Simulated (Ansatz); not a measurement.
**Si6N: density, localisation and related maps**

Input

```
crystal:
  lattice:
    - [6.0855228344, 0.0, 0.0]
    - [0.0, 6.0855228344, 0.0]
    - [0.0, 0.0, 6.0855228344]
  atoms:
    - { symbol: Si, position: [0.0, 0.0, 0.2859916805] }
    - { symbol: Si, position: [0.0, 0.0, 0.7140083195] }
    - { symbol: Si, position: [0.2859916805, 0.0, 0.0] }
    - { symbol: Si, position: [0.7140083195, 0.0, 0.0] }
    - { symbol: Si, position: [0.0, 0.2859916805, 0.0] }
    - { symbol: Si, position: [0.0, 0.7140083195, 0.0] }
    - { symbol: "N", position: [0.5, 0.5, 0.5], spin: 2.99 }
basis:
  ecutwfc: 420
kpoints:
  mp_grid: { grid: [6, 6, 6] }
hamiltonian:
  xc: pbe
scf:
  occupations: { method: gaussian, width: 0.1 }
output:
  forces: true
  stress: true
  eigenvalues: true
  populations: true
  write_density: true
  write_potential: true
  elf: true
  volumetric_format: npy
magnetization:
  spin_polarized: true
relax:
  adjacent_minimum: "off"
  f_tol: 0.01
  max_steps: 80
  cell: { stress_tol: 0.05 }
```

Launched as:

```sh
ansatz run input.yaml --threads 1 --pin off --max-ram 2560MiB --backend cpu --events-out ev --progress --plain --runs-dir out
```

Below, planes, directions and counts refer to the conventional cell (a = 6.09 Å, b = 6.09 Å, c = 6.09 Å, α = 90.00°, β = 90.00°, γ = 90.00°).

Space group Pm-3m; a structure generated by program, which may or may not match a known phase; spin-polarised.

Computed with DFT PBE, scalar-relativistic, plane waves, PAW (Ansatz 0.2.0).

In a PAW calculation such maps are meaningful between the atoms, not at the nuclei.

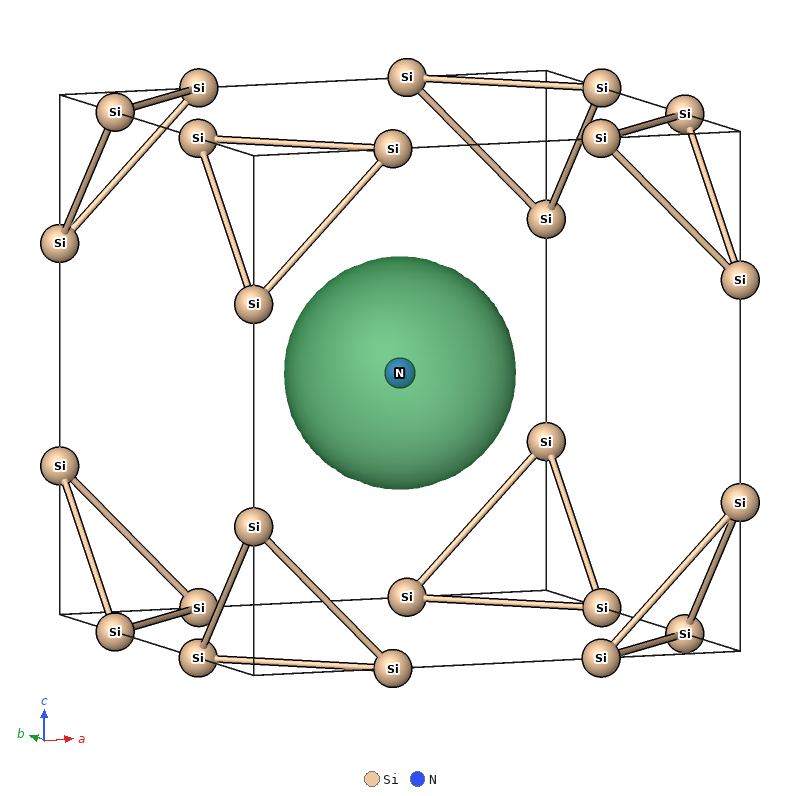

Figure 1. Isosurface of the magnetisation density (up minus down) at +0.03 e/Å³ (green), seen slightly off an axis. Sticks mark near contacts.

**Which atoms carry the moments, and with what signs?**

The spin density sits on N: +2.7 μB in one cell of 7 atoms: parallel main moments, as they must be, since the calculation's own cell holds one magnetic site. The cell of the calculation (7 atoms) carries 2.4 μB of net spin moment.

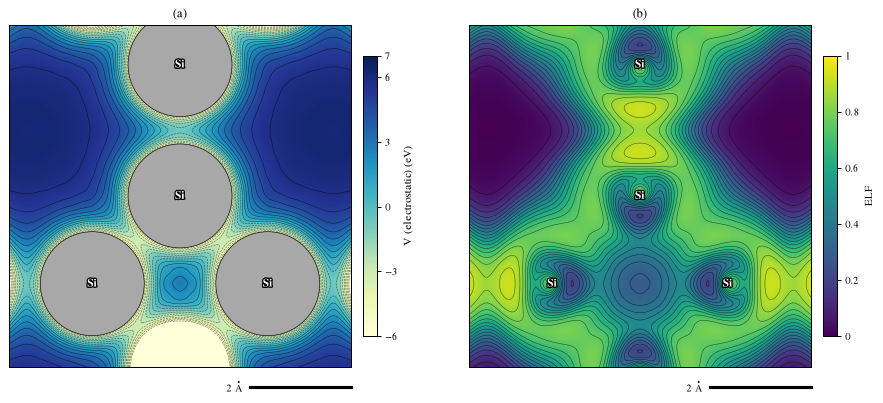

Figure 2. (a) electrostatic potential (local pseudopotential plus Hartree) felt by an electron; (b) ELF on the (010) plane of the conventional cell. Grey discs cover the atomic cores in the potential map.

**What does the map show?**

- Atoms in the plane: Si.
- Si–Si (2.46 Å): the ELF peaks at about 0.70 between the atoms.
- Outside the cores the potential energy rises away from the atoms and is highest about 2.9 Å from the nearest atoms; its zero is arbitrary.

**Does the calculation make it a metal, or give it a gap?**

It is gapless in this calculation (a metal or semimetal).
